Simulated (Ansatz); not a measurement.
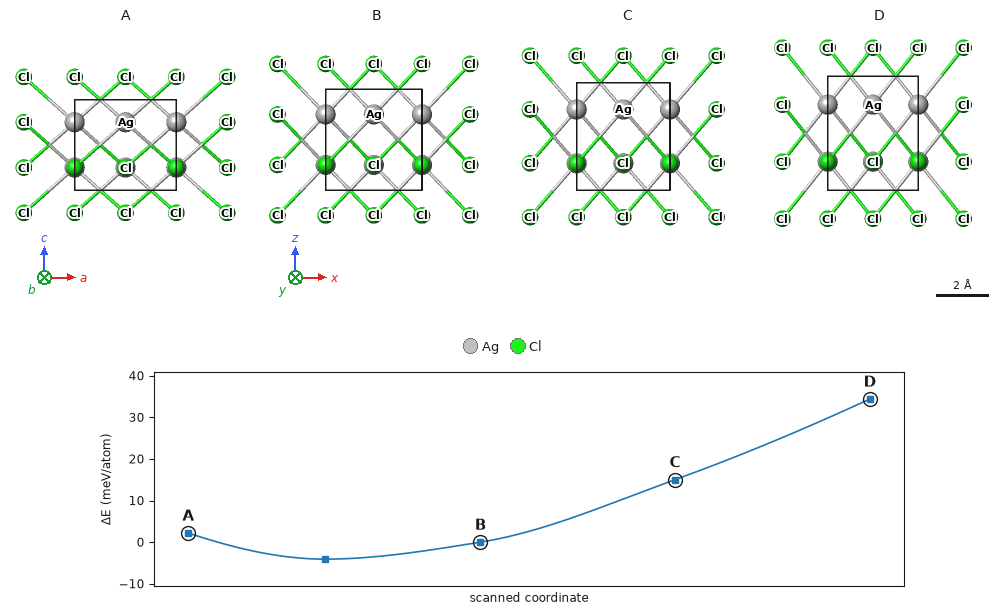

A scan of solid AgCl (Cmcm) along one coordinate. x, y and z are the Cartesian axes of the input. A ball-and-stick model of the conventional cell (2 times the calculation's cell), repeated 1 × 1 × 1 with one cell outlined, seen along the b axis. Lengths and directions refer to the drawn axes.

All numbers below come from DFT LDA, scalar-relativistic, plane waves, PAW in Ansatz. Set-up: plane-wave cutoff 420 eV; k-point mesh 10 × 10 × 10; occupations gaussian; smearing width 0.03 eV; no spin polarisation. Energies (free energies at the smearing named) are counted from the cell as listed in its source, which wasn't relaxed.

> Which coordinate changes from frame to frame?

The ratio of the cell's length along z to its lengths across, counted as 1 for the reference, is changed at fixed volume (a c/a path), with the atoms kept at their fractional coordinates. In the frames the relative ratio is 0.85 (A), 1.00 (B), 1.10 (C), 1.20 (D). Of the computed points the lowest is at the relative ratio 0.92, −4.1 meV/atom. The unrelaxed reference is under a pressure of −6.0 GPa. The distortion keeps the space group Cmcm. At the relative ratio 1.20 the cell of the drawing goes a 3.742 → 3.521 Å, b 11.113 → 10.458 Å, c 3.924 → 4.431 Å. The band gap on the mesh, 0.20 eV in the reference, closes at 0.85.
